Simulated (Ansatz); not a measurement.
```
Ba Ti O
1.0
     3.97717    0.00000    0.00000
     0.00000    3.97717    0.00000
     0.00000    0.00000    7.99054
Ba Ti O
2 2 6
Direct
  0.00000 0.00000 0.00000
  0.00000 0.00000 0.50000
  0.50000 0.50000 0.24100
  0.50000 0.50000 0.74100
  0.50000 0.50000 0.00800
  0.50000 0.50000 0.50800
  0.50000 0.00000 0.25750
  0.50000 0.00000 0.75750
  0.00000 0.50000 0.25750
  0.00000 0.50000 0.75750
```

Space group P4mm; not relaxed (largest force 0.3 eV/Å); computed pressure about 3 GPa in this cell; the program warned that no starting moments were given; spin-polarised, but the moments vanished.

Level of theory: DFT, PAW plane waves, r2SCAN in Ansatz 0.2.0.

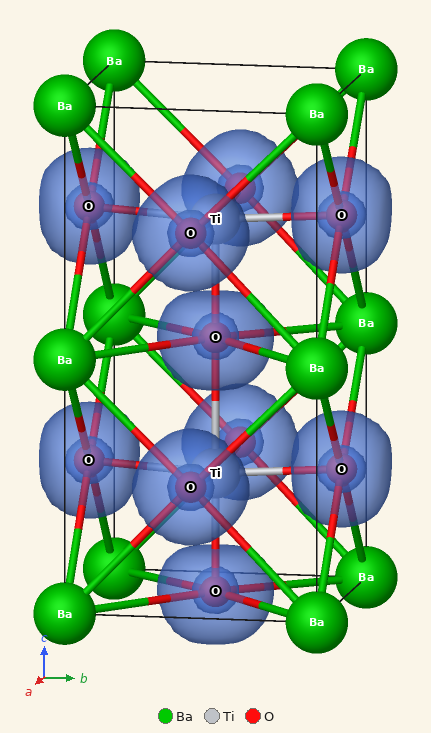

BaTiO$_{3}$. Isosurface of the ELF at 0.7 (blue), seen slightly off an axis. Core shells are left out. Sticks mark near contacts.

Core electrons are frozen (PAW), and the valence fields are smoothed inside the atomic spheres.

Where are the electrons localised?

The surface consists of six regions wrapped around O (the valence shell of each), counted in one cell of 10 atoms. Any copies at cell faces, edges or corners count once. Along the contacts the grid gives the following. Ti–O (1.86 Å): the ELF peaks at about 0.80 in the valence shell of O, 0.6 Å from its nucleus, and is about 0.25 at the midpoint; no localised pair shows between them. Ba–O (2.78 Å): the ELF is about 0.15 at the midpoint: a largely ionic contact.

How much charge does the calculation move between the atoms?

Electrons move from Ba and Ti towards O. Bader charges: Ba +1.57, Ti +2.31 and O −1.29 e.
